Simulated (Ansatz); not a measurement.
Si₂₈C₂₉ (cell charge −2, with a compensating background) (cell with a defect)

Si₂₈C₂₉ (cell charge −2, with a compensating background) (cell with a defect), 57 atoms, a = 8.19 Å, b = 8.19 Å, c = 10.13 Å, α = 90.00°, β = 90.00°, γ = 120.00°.

Method: DFT PBE, scalar-relativistic, plane waves, PAW in Ansatz 0.2.0.

**What can the converged valence pseudo-density and electron localisation function tell about the bonding?**

Si–C (1.89 Å): ρ is about 0.88 e/Å³ halfway; the ELF peaks at about 0.95 between the atoms: a shared electron pair.
Si–C (1.91 Å): ρ at the midpoint is about 0.85 e/Å³; the ELF peaks at about 0.95 between the atoms, as expected for a covalent bond.

**Does the calculation make it a metal, or give it a gap?**

It is gapped, with a Kohn–Sham gap of 0.33 eV on the k-point mesh (the band edges may lie off the mesh, which would make the gap smaller).

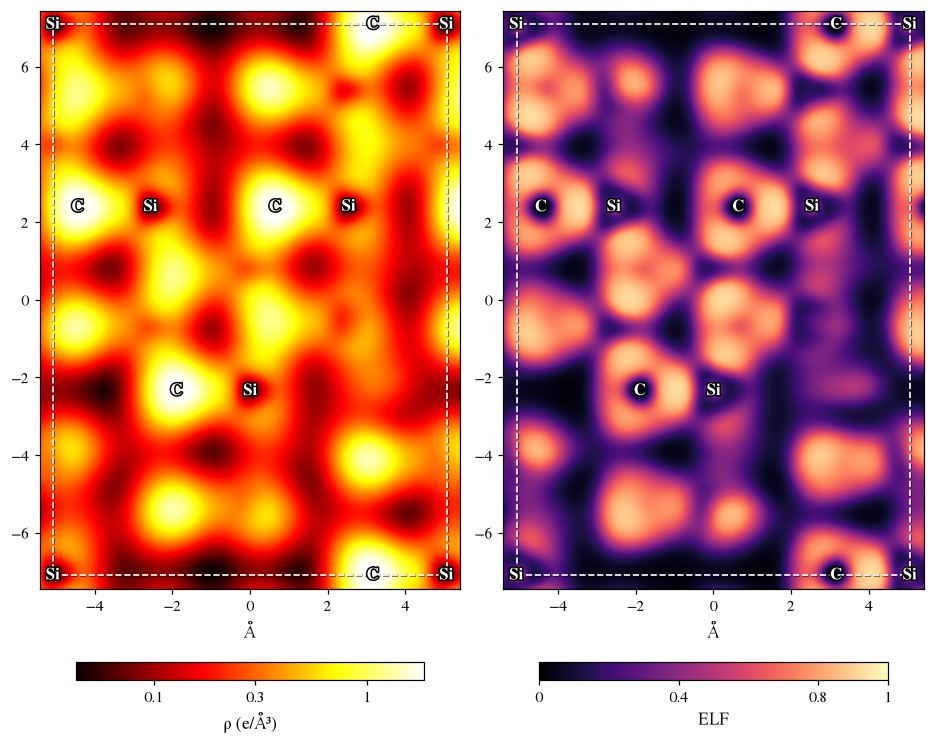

Computed valence pseudo-density and electron localisation function on the (110) plane of the calculation cell, in this order. Atoms just off the plane (Si, 0.3 Å away and C, 0.5 Å away) can leave unmarked features too.

Core electrons are frozen (PAW), and the valence fields are smoothed inside the atomic spheres.
